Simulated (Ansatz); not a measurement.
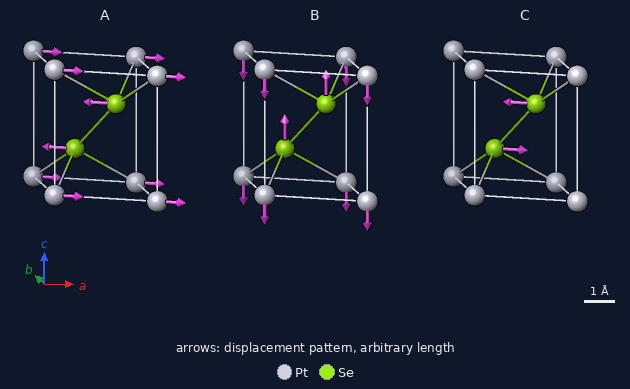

Modes of a crystal of PtSe2 relaxed at 20 GPa, space group P-3m1 (No. 164), at the zone centre (one member of each degenerate set). The pink arrows give the relative displacements of the atoms. A ball-and-stick model of the cell of the calculation, seen slightly off an axis.

Level of theory: DFT LDA, scalar-relativistic, plane waves, PAW (Ansatz 0.2.0).

The frequencies depend somewhat on the k-mesh and the smearing.

> Which are infrared-active and which Raman-active?

A is E_u, infrared-active by symmetry (254 cm⁻¹). B is A₂u, infrared-active by symmetry (241 cm⁻¹). C is E_g, Raman-active by symmetry (184 cm⁻¹). The crystal has a centre of inversion, so no mode is both. In a metal the free carriers screen the infrared response.
